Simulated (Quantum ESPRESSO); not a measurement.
**Workfunction calculation, with input and output: MoP (part 2 of 3)**

Continued. System: MoP (slab, 8 atoms in the cell). Method: Kohn-Sham DFT of a periodic cell, PBE, PseudoDojo 0.4.1 SR PBE standard, no spin polarisation (Quantum ESPRESSO 7.5); cutoff 1088.45 eV, 8×8×1 k-mesh, fermi-dirac of 0.05 eV. The structure derives from an entry of the Crystallography Open Database.

Geometry of the input (Å; fractional positions):
```
3.1910  0.0000  0.0000
0.0000  3.2230  0.0000
0.0000  0.0000  24.3040
Mo 0.0000  0.5000  0.3086
P  0.5000  0.0000  0.3469
Mo 0.0000  0.0000  0.4234
P  0.5000  0.5000  0.4617
Mo 0.0000  0.5000  0.5383
P  0.5000  0.0000  0.5766
Mo 0.0000  0.0000  0.6531
P  0.5000  0.5000  0.6914
```

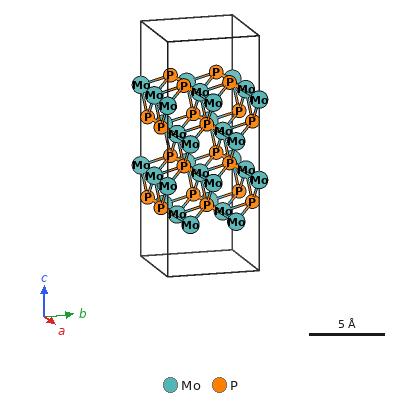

Figure 1. The structure as given in the input (ball-and-stick view of the 2 × 2 repeat of the cell, with the vacuum cut short, seen slightly off an axis). An atom can appear more than once, as a periodic image.

**What the program printed, continued**
```
        Potential amp.        0.0439 Ry
        Total length         44.0403 bohr

     total energy              =    -617.80615379 Ry
     estimated scf accuracy    <       0.00197538 Ry

     iteration # 14     ecut=    80.00 Ry     beta= 0.30
     Davidson diagonalization with overlap
     ethr =  2.60E-06,  avg # of iterations =  1.1

     negative rho (up, down):  1.628E-04 0.000E+00

     Adding external electric field

     Computed dipole along edir(3) :
        Dipole               -0.0652 Ry au,         -0.1658 Debye
        Dipole field         -0.0005 Ry au,

        Potential amp.        0.0428 Ry
        Total length         44.0403 bohr

     total energy              =    -617.80607879 Ry
     estimated scf accuracy    <       0.00030895 Ry

     iteration # 15     ecut=    80.00 Ry     beta= 0.30
     Davidson diagonalization with overlap
     ethr =  4.07E-07,  avg # of iterations =  2.4

     negative rho (up, down):  7.951E-05 0.000E+00

     Adding external electric field

     Computed dipole along edir(3) :
        Dipole               -0.0668 Ry au,         -0.1698 Debye
        Dipole field         -0.0005 Ry au,

        Potential amp.        0.0438 Ry
        Total length         44.0403 bohr

     total energy              =    -617.80614491 Ry
     estimated scf accuracy    <       0.00012734 Ry

     iteration # 16     ecut=    80.00 Ry     beta= 0.30
     Davidson diagonalization with overlap
     ethr =  1.68E-07,  avg # of iterations =  1.2

     negative rho (up, down):  1.034E-07 0.000E+00

     Adding external electric field

     Computed dipole along edir(3) :
        Dipole               -0.0710 Ry au,         -0.1804 Debye
        Dipole field         -0.0005 Ry au,

        Potential amp.        0.0466 Ry
        Total length         44.0403 bohr

     total energy              =    -617.80613519 Ry
     estimated scf accuracy    <       0.00018110 Ry

     iteration # 17     ecut=    80.00 Ry     beta= 0.30
     Davidson diagonalization with overlap
     ethr =  1.68E-07,  avg # of iterations =  2.0

     Adding external electric field

     Computed dipole along edir(3) :
        Dipole               -0.0743 Ry au,         -0.1890 Debye
        Dipole field         -0.0006 Ry au,

        Potential amp.        0.0488 Ry
        Total length         44.0403 bohr

     total energy              =    -617.80613437 Ry
     estimated scf accuracy    <       0.00011401 Ry

     iteration # 18     ecut=    80.00 Ry     beta= 0.30
     Davidson diagonalization with overlap
     ethr =  1.50E-07,  avg # of iterations =  1.3

     Adding external electric field

     Computed dipole along edir(3) :
        Dipole               -0.0763 Ry au,         -0.1939 Debye
        Dipole field         -0.0006 Ry au,

        Potential amp.        0.0501 Ry
        Total length         44.0403 bohr

     total energy              =    -617.80614286 Ry
     estimated scf accuracy    <       0.00001848 Ry

     iteration # 19     ecut=    80.00 Ry     beta= 0.30
     Davidson diagonalization with overlap
     ethr =  2.43E-08,  avg # of iterations =  2.1

     Adding external electric field

     Computed dipole along edir(3) :
        Dipole               -0.0773 Ry au,         -0.1964 Debye
        Dipole field         -0.0006 Ry au,

        Potential amp.        0.0507 Ry
        Total length         44.0403 bohr

     total energy              =    -617.80615192 Ry
     estimated scf accuracy    <       0.00000480 Ry

     iteration # 20     ecut=    80.00 Ry     beta= 0.30
     Davidson diagonalization with overlap
     ethr =  6.31E-09,  avg # of iterations =  2.1

     Adding external electric field

     Computed dipole along edir(3) :
        Dipole               -0.0774 Ry au,         -0.1967 Debye
        Dipole field         -0.0006 Ry au,

        Potential amp.        0.0508 Ry
        Total length         44.0403 bohr

     total energy              =    -617.80615232 Ry
     estimated scf accuracy    <       0.00000284 Ry

     iteration # 21     ecut=    80.00 Ry     beta= 0.30
     Davidson diagonalization with overlap
     ethr =  3.74E-09,  avg # of iterations =  1.1

     Adding external electric field

     Computed dipole along edir(3) :
        Dipole               -0.0771 Ry au,         -0.1960 Debye
        Dipole field         -0.0006 Ry au,

        Potential amp.        0.0506 Ry
        Total length         44.0403 bohr

     total energy              =    -617.80615399 Ry
     estimated scf accuracy    <       0.00000049 Ry

     iteration # 22     ecut=    80.00 Ry     beta= 0.30
     Davidson diagonalization with overlap
     ethr =  6.44E-10,  avg # of iterations =  2.8

     Adding external electric field

     Computed dipole along edir(3) :
        Dipole               -0.0774 Ry au,         -0.1967 Debye
        Dipole field         -0.0006 Ry au,

        Potential amp.        0.0508 Ry
        Total length         44.0403 bohr

     total energy              =    -617.80615409 Ry
     estimated scf accuracy    <       0.00000056 Ry

     iteration # 23     ecut=    80.00 Ry     beta= 0.30
     Davidson diagonalization with overlap
     ethr =  6.44E-10,  avg # of iterations =  1.0

     Adding external electric field

     Computed dipole along edir(3) :
        Dipole               -0.0774 Ry au,         -0.1967 Debye
        Dipole field         -0.0006 Ry au,

        Potential amp.        0.0508 Ry
        Total length         44.0403 bohr

     total energy              =    -617.80615412 Ry
     estimated scf accuracy    <       0.00000012 Ry

     iteration # 24     ecut=    80.00 Ry     beta= 0.30
     Davidson diagonalization with overlap
     ethr =  1.63E-10,  avg # of iterations =  2.1

     Adding external electric field

     Computed dipole along edir(3) :
        Dipole               -0.0773 Ry au,         -0.1964 Debye
        Dipole field         -0.0006 Ry au,

        Potential amp.        0.0507 Ry
        Total length         44.0403 bohr

     total energy              =    -617.80615426 Ry
     estimated scf accuracy    <       0.00000002 Ry

     iteration # 25     ecut=    80.00 Ry     beta= 0.30
     Davidson diagonalization with overlap
     ethr =  2.93E-11,  avg # of iterations =  2.4

     Adding external electric field

     Computed dipole along edir(3) :
        Dipole               -0.0773 Ry au,         -0.1965 Debye
        Dipole field         -0.0006 Ry au,

        Potential amp.        0.0507 Ry
        Total length         44.0403 bohr

     total energy              =    -617.80615430 Ry
     estimated scf accuracy    <       0.00000004 Ry

     iteration # 26     ecut=    80.00 Ry     beta= 0.30
     Davidson diagonalization with overlap
     ethr =  2.93E-11,  avg # of iterations =  1.4

     Adding external electric field

     Computed dipole along edir(3) :
        Dipole               -0.0770 Ry au,         -0.1957 Debye
        Dipole field         -0.0006 Ry au,

        Potential amp.        0.0505 Ry
        Total length         44.0403 bohr

     End of self-consistent calculation

          k = 0.0000 0.0000 0.0000 ( 20455 PWs)   bands (ev):

   -55.8202 -55.8087 -55.7970 -55.4396 -30.0653 -29.9503 -29.9471 -29.9156
   -29.9062 -29.8405 -29.8215 -29.8094 -29.7843 -29.5729 -29.4542 -29.4197
    -8.2042  -7.4218  -6.4671  -5.8503  -1.2216  -0.1141   0.8825   1.6106
     1.7422   1.7507   1.9671   2.1877   2.3590   2.4746   2.6494   3.0102
     3.5381   3.7713   4.3696   4.8649   5.0885   5.1299   5.3479   5.5894
     5.9454   6.5259   7.3280   7.3732   7.5339   7.9374   8.0107   8.4040
     8.7575   9.0720

          k = 0.0000 0.1642 0.0000 ( 20397 PWs)   bands (ev):

   -55.8170 -55.8063 -55.7955 -55.4373 -30.0546 -29.9559 -29.9428 -29.9122
   -29.9037 -29.8677 -29.8579 -29.8199 -29.8081 -29.5707 -29.4877 -29.4164
    -7.9972  -7.2329  -6.3045  -5.7030  -1.1198  -0.1509   0.7040   1.3930
     1.6708   1.7690   1.8835   2.1266   2.3379   2.4008   2.6632   3.1256
     3.2436   3.8587   4.0695   4.3750   4.7605   5.1461   5.3547   5.5542
     5.9213   6.7626   7.0283   7.2368   7.3740   7.7779   8.2149   8.3425
     8.5215   8.7067

          k = 0.0000 0.3284 0.0000 ( 20405 PWs)   bands (ev):

   -55.8087 -55.8006 -55.7922 -55.4316 -30.0331 -29.9957 -29.9360 -29.9319
   -29.9241 -29.9043 -29.8980 -29.8749 -29.8218 -29.5689 -29.5646 -29.4084
    -7.4195  -6.7210  -5.8983  -5.3295  -0.9749  -0.4839   0.1273   0.4879
     1.1372   1.7716   1.8158   2.1397   2.2187   2.6342   2.6756   2.9635
     3.1416   3.4485   4.1444   4.3112   4.7820   4.8724   5.2924   5.6846
     5.8956   6.3078   6.4355   6.9050   7.3421   7.4858   7.6966   8.1154
     8.5518   9.3959

          k = 0.0000 0.4926 0.0000 ( 20432 PWs)   bands (ev):

   -55.7993 -55.7948 -55.7902 -55.4259 -30.0609 -30.0551 -30.0090 -29.9520
   -29.9204 -29.8967 -29.8924 -29.8819 -29.8459 -29.6428 -29.5633 -29.4003
    -6.6107  -6.0801  -5.5522  -4.9128  -1.2753  -1.1505  -0.5137  -0.4134
     0.9847   1.6510   1.7843   1.7852   2.1836   2.2710   2.5207   3.1018
     3.2722   3.8078   4.2738   4.3827   4.8535   5.0245   5.1221   5.6987
     5.8401   6.1514   6.6379   6.8968   6.9717   7.2429   7.4274   7.6591
     8.9419   9.8346

          k = 0.0000-0.6568 0.0000 ( 20418 PWs)   bands (ev):

   -55.7935 -55.7922 -55.7914 -55.4236 -30.0895 -30.0822 -30.0439 -29.9375
   -29.9154 -29.8940 -29.8900 -29.8725 -29.8699 -29.6728 -29.5621 -29.3970
    -5.9106  -5.8843  -5.5796  -4.7142  -1.5264  -1.4964  -0.9225  -0.7670
     1.4256   1.4927   1.5871   1.5970   2.0357   2.2684   2.3030   2.9498
     3.6096   4.3472   4.3738   4.5827   4.6198   4.8792   4.9380   5.3135
     5.8128   6.2574   6.7045   6.7254   7.3130   7.5345   7.6360   7.6449
     9.3379  10.4034

          k = 0.1658 0.0000 0.0000 ( 20413 PWs)   bands (ev):

   -55.8173 -55.8058 -55.7942 -55.4370 -30.0589 -29.9902 -29.9569 -29.9471
   -29.9434 -29.8364 -29.8171 -29.8054 -29.7804 -29.5694 -29.4570 -29.4505
    -7.9650  -7.2180  -6.3177  -5.7305  -1.1664  -0.0412   0.8362   1.1907
     1.4829   1.7225   1.7930   2.2058   2.4425   2.5943   2.9063   3.0322
     3.2358   3.5790   3.6316   4.5613   5.0541   5.2085   5.3277   5.5015
     5.8538   6.0817   7.3324   7.4253   7.7915   7.8391   8.4381   8.6222
     8.9239   9.2048

          k = 0.1658 0.1642 0.0000 ( 20422 PWs)   bands (ev):

   -55.8140 -55.8035 -55.7927 -55.4346 -30.0483 -29.9855 -29.9538 -29.9497
   -29.9430 -29.8633 -29.8533 -29.8157 -29.8040 -29.5673 -29.4838 -29.4532
    -7.7701  -7.0420  -6.1701  -5.5951  -1.0154  -0.0163   0.7455   1.1503
     1.3449   1.6729   1.7922   1.9705   2.1289   2.3886   2.5123   3.1574
     3.3411   3.5217   3.6820   3.9442   4.8998   5.0414   5.2816   5.6812
     6.0208   6.6890   7.2454   7.3623   7.7178   7.7953   8.1868   8.7255
     8.8049   9.2140

          k = 0.1658 0.3284 0.0000 ( 20399 PWs)   bands (ev):

   -55.8058 -55.7978 -55.7895 -55.4290 -30.0270 -29.9906 -29.9726 -29.9446
   -29.9376 -29.9301 -29.9187 -29.8702 -29.8176 -29.5649 -29.5606 -29.4446
    -7.2291  -6.5681  -5.8056  -5.2524  -0.7467  -0.3267   0.2173   0.5531
     0.9455   1.2743   1.5877   1.6736   1.8996   2.4298   2.5589   2.8842
     3.1964   3.4196   3.7207   4.3012   4.9398   5.0071   5.3245   5.6010
     6.3654   6.6036   6.8447   7.2804   7.5242   7.6906   8.0847   8.3734
     8.6771   9.0088

          k = 0.1658 0.4926 0.0000 ( 20400 PWs)   bands (ev):

   -55.7964 -55.7920 -55.7874 -55.4233 -30.0545 -30.0488 -30.0033 -29.9600
   -29.9468 -29.9359 -29.9311 -29.8773 -29.8416 -29.6375 -29.5599 -29.4358
    -6.4808  -5.9850  -5.4982  -4.8754  -1.1045  -1.0530  -0.3797  -0.2114
     0.7803   1.1265   1.3604   1.5085   1.8261   2.3689   2.5770   2.9892
     3.1263   3.6282   3.8922   4.6499   5.1539   5.3697   5.5406   5.7175
     6.0442   6.4606   6.9041   7.1716   7.3318   7.5819   7.6499   8.0295
     9.1417   9.4301

          k = 0.1658-0.6568 0.0000 ( 20406 PWs)   bands (ev):

   -55.7907 -55.7894 -55.7886 -55.4210 -30.0828 -30.0756 -30.0378 -29.9545
   -29.9339 -29.9315 -29.9284 -29.8680 -29.8655 -29.6674 -29.5587 -29.4322
    -5.8473  -5.8270  -5.5013  -4.7023  -1.4085  -1.4034  -0.7799  -0.5251
     0.9334   1.1329   1.2711   1.3889   1.7920   2.3512   2.7621   2.7839
     3.1288   3.5645   4.4865   4.7401   4.9598   5.2187   5.6799   5.8475
     6.1084   6.4631   7.0965   7.1223   7.5061   7.5893   7.6190   7.7275
     9.4855   9.6852

          k = 0.1658-0.4926 0.0000 ( 20400 PWs)   bands (ev):

   -55.7964 -55.7920 -55.7874 -55.4233 -30.0545 -30.0488 -30.0033 -29.9600
   -29.9468 -29.9359 -29.9311 -29.8773 -29.8416 -29.6375 -29.5599 -29.4358
    -6.4808  -5.9850  -5.4982  -4.8754  -1.1045  -1.0530  -0.3797  -0.2114
     0.7803   1.1265   1.3604   1.5085   1.8261   2.3689   2.5770   2.9892
     3.1263   3.6282   3.8922   4.6499   5.1539   5.3697   5.5406   5.7175
     6.0442   6.4606   6.9041   7.1716   7.3318   7.5819   7.6499   8.0295
     9.1417   9.4301

          k = 0.1658-0.3284 0.0000 ( 20399 PWs)   bands (ev):

   -55.8058 -55.7978 -55.7895 -55.4290 -30.0270 -29.9906 -29.9726 -29.9446
   -29.9376 -29.9301 -29.9187 -29.8702 -29.8176 -29.5649 -29.5606 -29.4446
    -7.2291  -6.5681  -5.8056  -5.2524  -0.7467  -0.3267   0.2173   0.5531
     0.9455   1.2743   1.5877   1.6736   1.8996   2.4298   2.5589   2.8842
     3.1964   3.4196   3.7207   4.3012   4.9398   5.0071   5.3245   5.6010
     6.3654   6.6036   6.8447   7.2804   7.5242   7.6906   8.0847   8.3734
     8.6771   9.0088

          k = 0.1658-0.1642 0.0000 ( 20422 PWs)   bands (ev):

   -55.8140 -55.8035 -55.7927 -55.4346 -30.0483 -29.9855 -29.9538 -29.9497
   -29.9430 -29.8633 -29.8533 -29.8157 -29.8040 -29.5673 -29.4838 -29.4532
    -7.7701  -7.0420  -6.1701  -5.5951  -1.0154  -0.0163   0.7455   1.1503
     1.3449   1.6729   1.7922   1.9705   2.1289   2.3886   2.5123   3.1574
     3.3411   3.5217   3.6820   3.9442   4.8998   5.0414   5.2816   5.6812
     6.0208   6.6890   7.2454   7.3623   7.7178   7.7953   8.1868   8.7255
     8.8048   9.2138

          k = 0.3317 0.0000 0.0000 ( 20433 PWs)   bands (ev):

   -55.8102 -55.7989 -55.7874 -55.4305 -30.0923 -30.0561 -30.0421 -30.0410
   -29.9314 -29.8264 -29.8066 -29.7959 -29.7712 -29.5631 -29.5439 -29.4415
    -7.3086  -6.6802  -5.9685  -5.4026  -1.0655  -0.2131  -0.0262   0.7446
     0.9733   1.2849   1.8109   2.1120   2.4390   2.6169   2.8141   2.9900
     3.2714   3.3910   3.8452   4.3411   4.4649   4.7316   5.4461   5.4965
     5.9003   6.2925   6.5612   6.8465   7.4803   7.8954   9.1268   9.2196
     9.3099   9.7429

          k = 0.3317 0.1642 0.0000 ( 20403 PWs)   bands (ev):

   -55.8070 -55.7966 -55.7860 -55.4282 -30.0864 -30.0514 -30.0380 -30.0320
   -29.9368 -29.8527 -29.8423 -29.8057 -29.7942 -29.5607 -29.5400 -29.4739
    -7.1526  -6.5441  -5.8601  -5.2971  -0.8705  -0.0473   0.0583   0.6883
     0.8615   1.2510   1.4585   1.6915   2.0491   2.3029   2.4824   2.9059
     3.4107   3.5168   3.7907   4.0893   4.4943   4.7413   5.3194   6.0021
     6.2259   6.6702   6.8608   7.2225   7.5051   8.3110   8.4588   8.9208
     9.2759   9.5606

          k = 0.3317 0.3284 0.0000 ( 20381 PWs)   bands (ev):

   -55.7989 -55.7909 -55.7827 -55.4226 -30.0717 -30.0406 -30.0308 -30.0113
   -29.9755 -29.9183 -29.9065 -29.8591 -29.8076 -29.5570 -29.5503 -29.5297
    -6.7287  -6.1874  -5.5980  -5.0407  -0.5212  -0.1582   0.0187   0.3323
     0.6744   0.7437   1.1241   1.4069   1.5768   1.6491   2.2414   2.9434
     3.3754   3.5369   3.7469   4.3583   4.8109   4.9491   5.5976   6.2401
     6.5476   6.9966   7.1742   7.2281   7.5199   8.2763   8.7568   8.8188
     9.1560   9.3106

          k = 0.3317 0.4926 0.0000 ( 20363 PWs)   bands (ev):

   -55.7896 -55.7853 -55.7807 -55.4171 -30.0563 -30.0389 -30.0344 -30.0284
   -30.0234 -29.9886 -29.9338 -29.8661 -29.8313 -29.6248 -29.5524 -29.5200
    -6.1667  -5.7799  -5.3742  -4.7909  -0.9515  -0.8440  -0.2940   0.2106
     0.5919   0.7097   0.8367   0.9987   1.4028   1.6679   2.0173   3.2251
     3.4297   3.6836   4.2635   4.6669   5.1838   5.4614   5.7529   6.2814
     6.7493   6.9874   7.1042   7.3699   7.6463   8.3261   8.3741   8.8645
     9.1808   9.3819

          k = 0.3317-0.6568 0.0000 ( 20354 PWs)   bands (ev):
```
